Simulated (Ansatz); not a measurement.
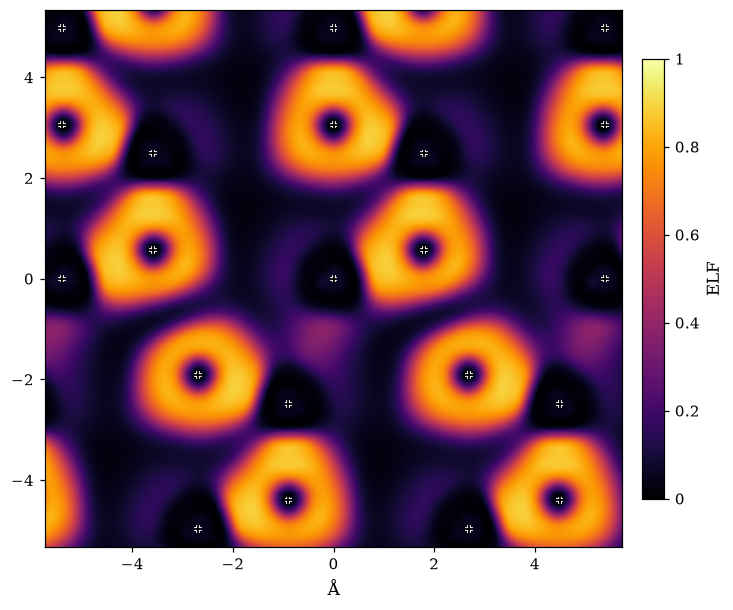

The ELF on a plane through atoms (crosses mark nuclei in the plane).

Computed with Ansatz, DFT LDA, scalar-relativistic, plane waves, PAW.

Candidates:
A. AlN, a = 5.39 Å, b = 3.11 Å, c = 10.31 Å, α = 90.00°, β = 105.14°, γ = 90.00°. Space group Cm; not relaxed (largest force 1.5 eV/Å); computed pressure about −5 GPa in this cell.
B. Sc₂Al, a = 4.89 Å, b = 4.89 Å, c = 6.16 Å, α = 90.00°, β = 90.00°, γ = 120.00°. Space group P6₃/mmc; a structure from a database of computed crystals, not necessarily the ambient phase; computed pressure about −5 GPa in this cell.

Which candidate gave the map?

Answer. Candidate A: AlN on the (010) plane of the conventional cell, which holds Al and N. Al–N (1.89 Å): the ELF peaks at about 0.90 in the valence shell of N, 0.8 Å from its nucleus, and is about 0.85 at the midpoint.
